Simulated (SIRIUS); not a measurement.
```
Zr C
1.0
     2.36500   -2.36500    0.00000
     0.00000    0.00000   -4.73000
     2.36500    2.36500    0.00000
Zr C
2 2
Direct
  0.00000 0.50000 0.00233
  0.50000 0.00000 0.50233
  0.50022 0.50086 0.51663
  0.00022 0.00086 0.01663
```

Space group Imm2; not relaxed (largest force 0.3 eV/Å).

Method: Kohn-Sham DFT of a periodic cell, PBEsol, all-electron FP-LAPW in SIRIUS 7.12.0.

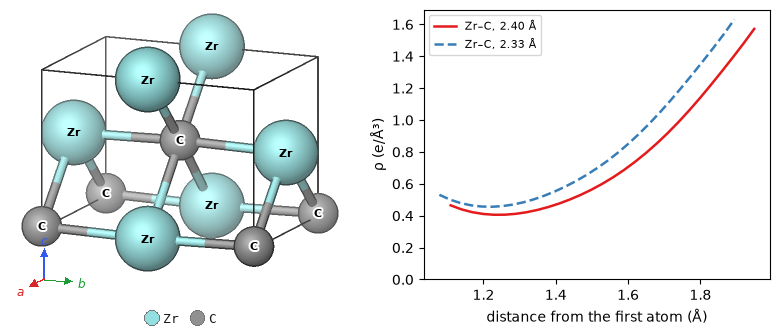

ZrC. Total electron density along straight lines between neighbouring atoms. The curves leave out the atomic cores. The structure is drawn too.

### What can be read from the curves?

Zr–C (2.40 Å): ρ is about 0.41 e/Å³ halfway.
Zr–C (2.33 Å): the density is about 0.47 e/Å³ at the midpoint.
